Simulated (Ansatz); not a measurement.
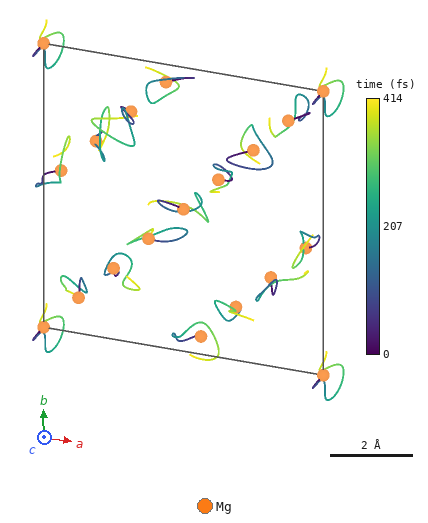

A Born-Oppenheimer molecular dynamics run of a 16-atom cell of Mg (set up in I4/mmm), 414 fs long. Lines trace each atom's path, coloured by time; spheres stand at the starting positions. Seen along the c axis in the reduced simulation cell.

The calculation used Ansatz 0.2.0, DFT PBEsol, scalar-relativistic, plane waves, PAW. Settings: plane-wave cutoff 420 eV; k-point mesh 2 × 2 × 2; Fermi-Dirac smearing 0.155 eV; volume 1.06 times that of the relaxed crystal; Nosé-Hoover thermostat (NVT); set temperature 1800 K; time step 6 fs.

What do the traces tell about the motion?

Answer. Root-mean-square distances from the starting positions over the second half, with the common drift of all atoms taken out: Mg 0.69 Å. Against the typical shortest distance between atoms in the first frame, about 3.2 Å these are large excursions, but over 414 fs one can't yet tell strong vibration from the start of diffusion. The mean temperature in the second half is 1774 K (standard deviation 393 K). The potential energy in the second half lies on average 206 meV per atom above the first frame. The mean pressure there is 2.6 GPa. The time step of 6 fs is long for the fastest vibrations here (lightest element magnesium).

Limits of the set-up: the k-point mesh is coarse for a cell with partly filled bands.

The run took 100 s on 4 threads of Intel(R) Xeon(R) 6975P-C (Granite Rapids), with other jobs on the host, peak memory 1.1 GiB.
